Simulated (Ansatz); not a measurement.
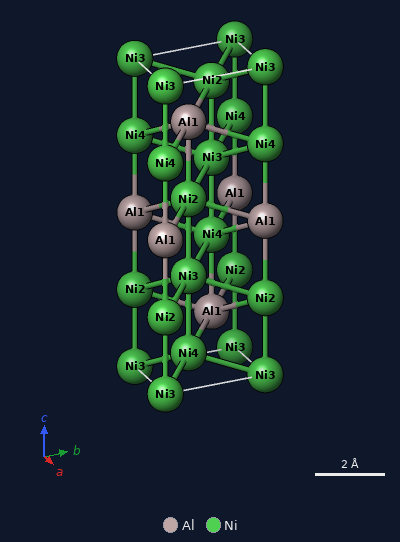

Fig. 1: The structure as given in the input (ball-and-stick view of the cell 3 times as large as that of the calculation, set on its symmetry axes, seen slightly off an axis; atoms are numbered from 1 in the order of the input).

**AlNi₃: single-point calculation**

The run: single-point calculation of AlNi₃ (4 atoms in the cell). Method and program: DFT PBE, scalar-relativistic, plane waves, PAW, PAW set soft_1, no spin polarisation (Ansatz 0.2.0).

The structure derives from a Materials Project entry. Figures and captions count atoms from 1; the log counts them from 0 in places.

Input:
```yaml
crystal:
  lattice:
    - [-0.1105166568, 2.7039992214, 2.7039992214]
    - [2.7039992214, -0.1105166568, 2.7039992214]
    - [2.7039992214, 2.7039992214, -0.1105166568]
  atoms:
    - { symbol: Al, position: [0.5, 0.5, 0.5] }
    - { symbol: Ni, position: [0.25, 0.25, 0.25] }
    - { symbol: Ni, position: [0.0, 0.0, 0.0] }
    - { symbol: Ni, position: [0.75, 0.75, 0.75] }
basis:
  ecutwfc: 520.0
kpoints:
  mp_grid: { grid: [14, 14, 14] }
hamiltonian:
  xc: pbe
  pseudopotentials: { kind: paw, azcp: { folder: soft_1 } }
scf:
  occupations: { method: gaussian, width: 0.15 }
output:
  forces: true
  stress: true
  eigenvalues: true
  write_density: true
  write_potential: true
  elf: true
  volumetric_format: npy
```

Command:
```bash
ansatz run input.yaml --threads 4 --pin off --max-ram 8192MiB --backend cpu --events-out ev --progress --plain --runs-dir out
```

What the program printed:
```
Engine: ansatz 0.2.0, aarch64-unknown-linux-gnu
Pseudopotentials: kind: paw
Pseudopotential: Al, paw, valence charge 3, recommended cutoff 420 eV (normal), [file]
Pseudopotential: Ni, paw, valence charge 18, recommended cutoff 420 eV (normal), [file]
Functional definition: PBE
  parameter kappa = 0.804
  parameter beta = 0.06672455060314922
  exchange = pbe_x(kappa = kappa, mu = beta*pi^2/3)
  correlation = pbe_c(beta = beta)
Crystal: 4 atoms, lattice volume = 41.964 Å³
Basis set: ecut = 520 eV, 1133 PW (Γ), exchange–correlation on 60×60×60 points (8 copies of the dense FFT grid, shifted against one another)
Bands: 35, of which v1, the nominal top of the filled ones, is band 29 counted from 1 (28 counted from 0)
Symmetry: 12 space group operations
Space group: R-3m (ITA 166), of the structure as read, at distance tolerance 3.5e-5 Å
k-points: 288 of 2744
Non-local potential: Al, projectors of the file, l = 0: 2, l = 1: 2, l = 2: 1
Non-local potential: Ni, projectors of the file, l = 0: 3, l = 1: 2, l = 2: 3, l = 3: 1
PAW form: soft (Blöchl's): semilocal exchange-correlation on the pseudo side does not see the compensation charge
PAW one-centre angular grid: Al, 110 points (default); XC on 64 Gauss nodes
PAW one-centre angular grid: Ni, 590 points (default); XC on 64 Gauss nodes
Initial density: superposition of atomic densities (chi_scale 0.1, normalization cell, long waves kept (reshape's long-wave potential 0.00 eV rms))
Initial wavefunctions: pseudopotential atomic-orbital guess
Functional: x = pbe(κ = 0.804, μ = 0.2195149727645171), c = pbe(β = 0.06672455060314922)
SCF iter   1: F=—  HF=-18058.356669 eV  |F-HF|=—  |Δ(HF+E_count)|=         —  Δρ=6.40e-2  dr2=1.56e0  ethr=3.10e-3  ⟨swp⟩=5.1  Hψ=40211  notcnv=0
preconditioner: auto → Kerker (q_TF=auto, 2.871 Å⁻¹)  [metal: Δε(μ)=0.009 eV  Ē_g=8.214 eV  σ=0.150 eV  W_gap=0.03  n_scr=14 (ndim 8)  ℏωp=32.9 eV  f_vac=0.000  D(μ)=2.09/eV (n_scr^D=14)]
SCF iter   2: F=—  HF=-18058.082812 eV  |F-HF|=—  |Δ(HF+E_count)|=   2.74e-1  Δρ=2.83e-2  dr2=4.87e-1  ethr=2.73e-3  ⟨swp⟩=2.4  Hψ=13951  notcnv=0  defer=384
SCF iter   3: F=—  HF=-18057.927782 eV  |F-HF|=—  |Δ(HF+E_count)|=   1.55e-1  Δρ=1.77e-2  dr2=1.61e-1  ethr=8.54e-4  ⟨swp⟩=2.0  Hψ=13492  notcnv=0  defer=384
SCF iter   4: F=—  HF=-18057.883282 eV  |F-HF|=—  |Δ(HF+E_count)|=   4.45e-2  Δρ=4.53e-3  dr2=6.20e-3  ethr=2.82e-4  ⟨swp⟩=2.0  Hψ=15508  notcnv=0  defer=381
SCF iter   5: F=—  HF=-18057.882857 eV  |F-HF|=—  |Δ(HF+E_count)|=   4.25e-4  Δρ=1.38e-3  dr2=1.03e-3  ethr=1.09e-5  ⟨swp⟩=2.6  Hψ=19160  notcnv=0  defer=361
SCF iter   6: F=—  HF=-18057.882451 eV  |F-HF|=—  |Δ(HF+E_count)|=   4.06e-4  Δρ=2.56e-4  dr2=2.11e-5  ethr=1.81e-6  ⟨swp⟩=2.0  Hψ=14390  notcnv=0  defer=361
SCF iter   7: F=—  HF=-18057.882433 eV  |F-HF|=—  |Δ(HF+E_count)|=   1.78e-5  Δρ=1.25e-4  dr2=3.18e-6  ethr=3.70e-8  ⟨swp⟩=2.0  Hψ=18093  notcnv=0  defer=361
SCF iter   8: F=—  HF=-18057.882438 eV  |F-HF|=—  |Δ(HF+E_count)|=   5.38e-6  Δρ=4.29e-5  dr2=5.81e-7  ethr=5.57e-9  ⟨swp⟩=2.4  Hψ=14667  notcnv=0  defer=361
SCF iter   9: F=-18057.882438 eV  HF=-18057.882438 eV  |F-HF|=1.06e-8  |Δ(HF+E_count)|=   6.60e-8  Δρ=6.38e-6  dr2=1.48e-8  ethr=1.75e-10  ⟨swp⟩=12.6  Hψ=76100  notcnv=0
SCF 1 converged in 9 iterations: F = -18057.882438 eV  dr2 = 1.48e-8
  greatest PAW one-centre occupation: 1.001 electrons in one spin orbital (limit 2), on the Ni atom at site 3 (counted from 0), in its partial waves of l = 1
```

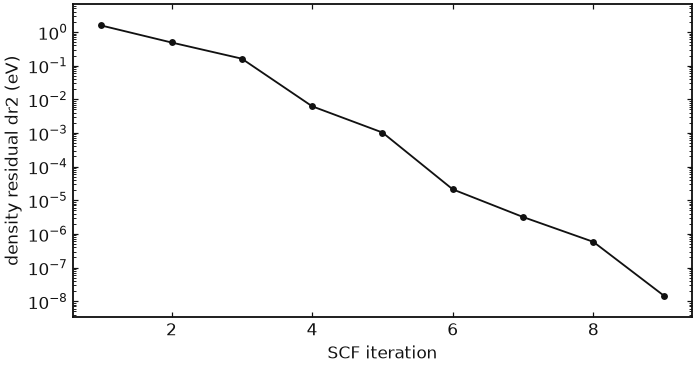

Fig. 2: Convergence of the self-consistent field: density residual dr2 against the SCF iteration. The residual falls at every step.

```
SCF converged after 9 iterations
Free energy (F): -18057.882438 eV
Harris-Foulkes:  -18057.882438 eV  (|F-HF|=1.06e-8)
Internal energy: -18057.853316 eV  (E = F + TS)
E sigma→0 (E₀):  -18057.867877 eV
Entropy (-TS):   -0.029122 eV (-7.281 meV/atom)
Fermi energy:    17.265896 eV
--- Per-component energies (eV) ---
  E_band       = -862.117737
  E_kinetic    = 1055.801761
  E_local      = -9552.974005  (includes V_loc(G=0)·N_el)
  E_nonlocal   = -339.424471
  E_hartree    = 5130.029141
  E_xc         = -380.995278
  E_vxc        = -472.349938  (∫ρ·V_xc dr)
  E_paw        = -5446.475743  (= ΣΔE_a)
  E_vpaw       = -1813.241914  (= ΣTr[D̂ρ^β])
  E_aug_tail   = 0.001278  (compensation charges beyond the density's cutoff)
  E_ewald      = -8523.815998
  E_smearing   = -0.029122  (= −TS)
  E_closure    = 0.000000  (closes the sum)
  Σ components = -18057.882438   (vs F -18057.882438, Δ=0.00e0)
--- Forces (eV/Å), atoms counted from 1 ---
  atom   1  Al    -0.00000000    -0.00000000    -0.00000000
  atom   2  Ni     0.07825916     0.07825916     0.07825916
  atom   3  Ni    -0.00000000    -0.00000000    -0.00000000
  atom   4  Ni    -0.07825916    -0.07825916    -0.07825916
  max |Σ_I F_I| component: 2.78e-17 eV/Å
--- Stress (GPa, compression-positive) ---
       19.177814       8.159788       8.159788
        8.159788      19.177814       8.159788
        8.159788       8.159788      19.177814
  P = ⅓ Tr σ = 19.1778 GPa (191.778 kbar)
--- Band table (eV; the first three rows and the last of 288) ---
  k-point 0: bands = ["-85.8603", "-85.8486", "-85.6036", "-46.3315", "-46.3246", "-46.2697", "-46.2697", "-46.2496", "-46.2496", "-46.0218", "-45.9950", "-45.9950", "6.6728", "13.3604", "13.3604", "13.4820", "13.4820", "13.6315", "14.5769", "14.7338", "14.7338", "16.2293", "16.2293", "16.3526", "16.6616", "16.6616", "16.7309", "16.7309", "22.5536", "22.5536", "23.1528", "23.2489", "23.2489", "23.5928", "25.2028"]
  k-point 1: bands = ["-85.8601", "-85.8487", "-85.6038", "-46.3331", "-46.3232", "-46.2707", "-46.2697", "-46.2498", "-46.2483", "-46.0217", "-45.9952", "-45.9948", "6.7495", "13.3126", "13.3494", "13.4509", "13.5676", "13.6782", "14.5754", "14.7157", "14.7222", "16.1726", "16.1798", "16.2850", "16.6795", "16.6860", "16.7188", "16.7319", "21.6084", "22.3558", "22.7730", "23.4912", "23.7762", "23.8947", "25.3860"]
  k-point 2: bands = ["-85.8595", "-85.8490", "-85.6041", "-46.3363", "-46.3207", "-46.2726", "-46.2698", "-46.2503", "-46.2458", "-46.0214", "-45.9957", "-45.9942", "6.9780", "13.2670", "13.3168", "13.3589", "13.7219", "13.8032", "14.5700", "14.6420", "14.6913", "16.0216", "16.0553", "16.1367", "16.6838", "16.6990", "16.7275", "16.7477", "20.3204", "22.0649", "22.4421", "23.7986", "23.8267", "24.0700", "25.5774"]
  k-point 287: bands = ["-85.8529", "-85.8528", "-85.6070", "-46.3426", "-46.3110", "-46.2747", "-46.2747", "-46.2534", "-46.2534", "-46.0262", "-45.9864", "-45.9864", "10.2108", "10.7386", "13.4445", "13.4445", "14.1517", "14.4474", "14.4474", "14.6620", "14.6620", "15.3389", "15.3794", "15.3794", "16.4638", "16.4638", "16.8033", "16.8033", "17.1307", "21.3253", "21.3253", "21.9478", "21.9478", "22.6007", "25.2234"]
```

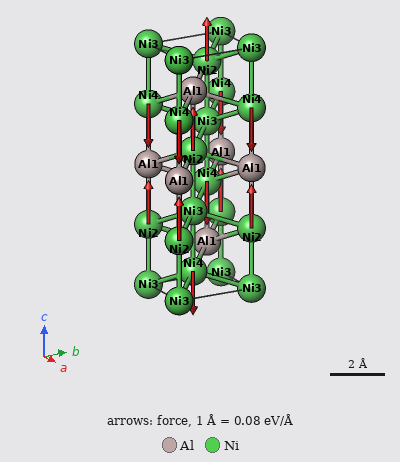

Fig. 3: Forces on the atoms as red arrows (ball-and-stick view of the cell 3 times as large as that of the calculation, set on its symmetry axes, seen slightly off an axis; atoms are numbered from 1 in the order of the input). The largest act on Ni2, Ni4 (0.14 eV/Å). The geometry is not a stationary point of this energy.

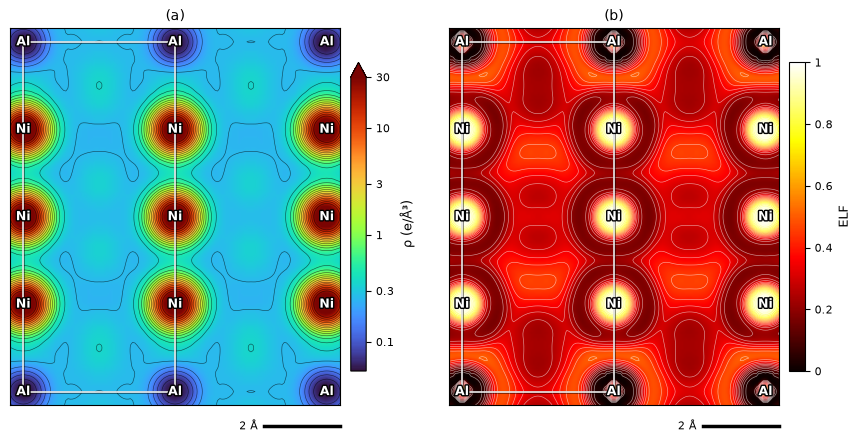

Fig. 4: (a) valence pseudo-density; (b) electron localisation function on the (100) plane of the conventional cell. The section cuts through Al and Ni sites. Al–Ni (2.29 Å): ρ is about 0.39 e/Å³ halfway; the ELF is about 0.40 at the midpoint (metallic bonding. Ni–Ni (2.29 Å): the density is about 0.44 e/Å³ at the midpoint; the ELF is about 0.20 at the midpoint; no localised pair between them. Away from the nuclei the density in this plane falls to 0.24 e/Å³ at its lowest. The strong features right at Ni lie inside the PAW spheres (semicore, d or f shells) and say nothing about bonding. Core electrons are frozen (PAW), so the fields are smoothed inside the atomic spheres.

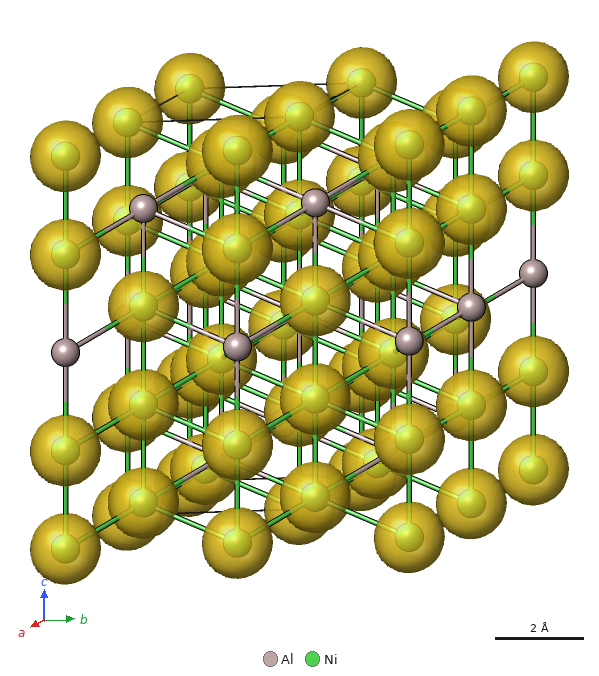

Fig. 5: Isosurface of the valence charge density (pseudo) at 1 e/Å³ (yellow), seen slightly off an axis. Sticks mark near contacts. The outline is the cell set on symmetry axes. At this value the density breaks into separate islands; it holds about 80 % of the electrons treated as valence (semicore included). It is pinched off along the Al–Ni (2.29 Å), Ni–Ni (2.29 Å), Al–Ni (2.42 Å) and Ni–Ni (2.42 Å) contacts. On the grid the lowest density along these lines, outside the cores, is 0.31 e/Å³ (Al–Ni, 2.29 Å), 0.44 e/Å³ (Ni–Ni, 2.29 Å), 0.26 e/Å³ (Al–Ni, 2.42 Å) and 0.36 e/Å³ (Ni–Ni, 2.42 Å).

Summary:

- outcome: converged
- space group (tolerance 0.01 Å): R-3m (166)
- electrons treated: 57
- free energy: −18057.8824 eV
- Fermi energy: 17.266 eV
- gap on the k-point mesh: none (metallic)
- pressure: 19.18 GPa
- largest force (length of the vector): 0.136 eV/Å
- hardware: 4 threads of Arm Neoverse N1, 98 GiB of memory available, shared host
- wall time: 19 s (CPU time 75 s)
- peak memory: 0.67 GiB

The run has no spin polarisation, so a magnetic state may lie lower. The cell is under a pressure of 19.2 GPa at this level, so it is not at its equilibrium volume.
